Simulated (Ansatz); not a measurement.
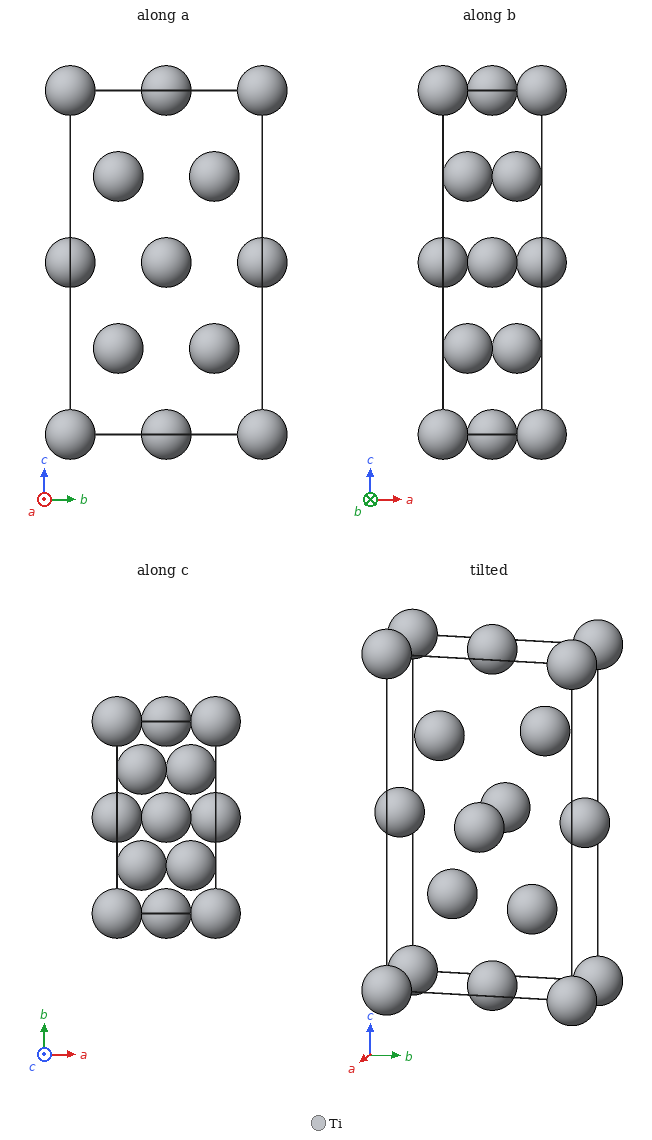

Crystal structure, spheres-only style, seen along the a axis, along the b axis, along the c axis and slightly off an axis. One conventional unit cell is framed, with atoms on its boundary repeated.

Lattice parameters: a = 2.750 Å, b = 5.357 Å, c = 9.596 Å, α = 90.00°, β = 90.00°, γ = 90.00°. Put a along x and b in the xy plane.

### Express the structure as a POSCAR file.

```
Ti
1.0
     2.750    0.000    0.000
     0.000    5.357    0.000
     0.000    0.000    9.596
Ti
8
Direct
  0.0000 0.5000 0.5000
  0.7500 0.2500 0.7500
  0.0000 0.0000 0.0000
  0.7500 0.7500 0.2500
  0.5000 0.5000 0.0000
  0.2500 0.2500 0.2500
  0.5000 0.0000 0.5000
  0.2500 0.7500 0.7500
```

The structure comes from a structure type filled with this element by a generator (whether the element takes this form wasn't checked). This is the structure after a relaxation with Ansatz 0.2.0, DFT, r2SCAN, plane waves (500 eV) with PAW, scalar-relativistic.
